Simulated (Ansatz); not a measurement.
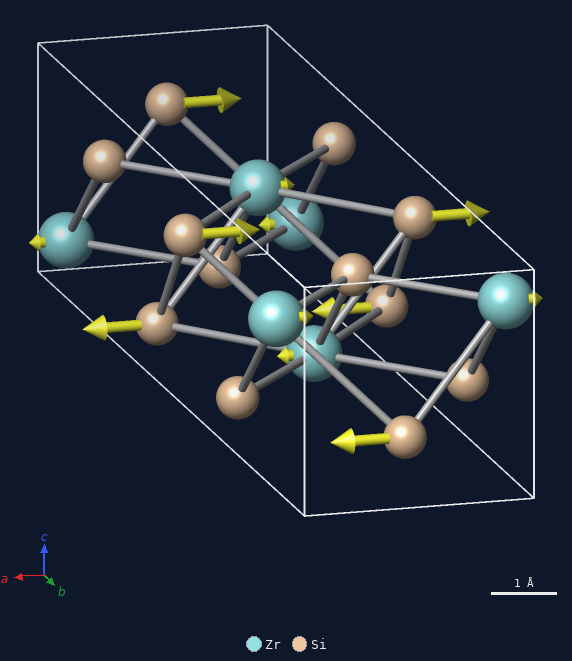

Lattice vibrations of solid ZrSi$_{2}$, space group Cmcm (No. 63), at the zone centre. The optical levels lie at 147, 151, 182, 185, 208, 211, 254, 263, 281, 308, 321, 325, 327, 334, 432 cm⁻¹. One mode is drawn. The yellow arrows give the relative displacements of the atoms. The picture is a ball-and-stick view of the conventional cell (2 times the calculation's cell), seen from a free direction. Lengths and directions refer to the drawn axes.

Level of theory: DFT PBE, scalar-relativistic, plane waves, PAW (Ansatz 0.2.0). Settings: plane-wave cutoff 420 eV; k-point mesh 10 × 10 × 10; occupations fermi dirac; smearing width 0.15 eV; no spin polarisation.

The frequencies depend somewhat on the k-mesh and the smearing.

Which of these frequencies is the drawn mode's?

The level at 327 cm⁻¹. This is the B₁g mode, optical level 13 of 15, counted from below, Raman-active by symmetry. All motion is along a; atoms of one kind move against one another, with no net shift of any sublattice; the kinetic energy is shared as Si 82 %, Zr 18 %.
